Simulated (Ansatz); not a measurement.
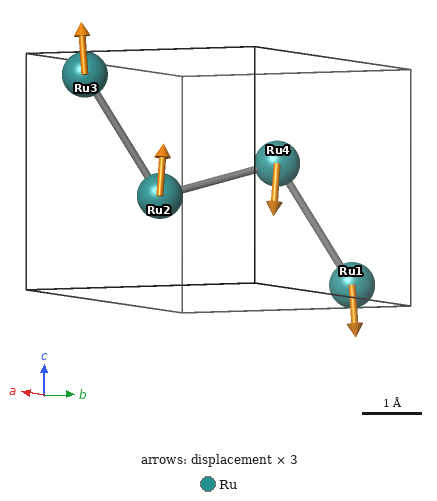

This is a relaxation of crystalline Ru (built on the alpha-gallium_64 type) (coarse preliminary run). The starting structure is drawn; orange arrows show the displacements (the part carried along by the change of the cell is left out), magnified 3 times.

The picture is a ball-and-stick view of the cell of the calculation, seen from a free direction.

Case: alpha-gallium type (Cmce, No. 64).

These are results of Ansatz 0.2.0, DFT r2SCAN, scalar-relativistic, plane waves, PAW, not measurements. (plane-wave cutoff 500 eV; k-point mesh 6 × 6 × 4; occupations gaussian; smearing width 0.1 eV; no spin polarisation; cell and atoms relaxed; force threshold 0.04 eV/Å; at most 70 steps)

**What happened in the run?**

Over 8 accepted moves (10 points after the start) the energy falls by 579 meV per atom. Largest force component: 0.86 eV/Å at the start, 0.0002 eV/Å at the end. The pressure goes from 41.55 to 0.01 GPa. The SCF was repeated twice at an unchanged geometry on a basis and grid sized afresh for the cell, which shifted the energy by 1.6 meV per atom at most. The largest moves relative to the cell, 0.30 Å, are those of Ru1, Ru2, Ru3 and Ru4. Ru1 goes along −c. The volume changes by +6.1 %, with a = b 4.002 → 4.497 Å (+12.4 %), c 4.073 → 3.857 Å (−5.3 %), γ 118.9° → 129.0°. Near-neighbour distances that change, for instance: Ru1–Ru2 3.361 → 2.731 Å, Ru1–Ru2 (another image) 2.467 → 2.731 Å, Ru1–Ru3 2.198 → 2.432 Å, Ru1–Ru4 2.440 → 2.524 Å. Bond angles that change, for instance: Ru3–Ru1–Ru4 106.5° → 130.2°, Ru3–Ru1–Ru4 85.3° → 65.5°, Ru3–Ru1–Ru3 115.9° → 130.1°. The space group (tolerance 0.01 Å) goes from Cmce (No. 64) to Fmmm (No. 69).

Limits of the set-up: the k-point mesh is coarse for a cell with partly filled bands.
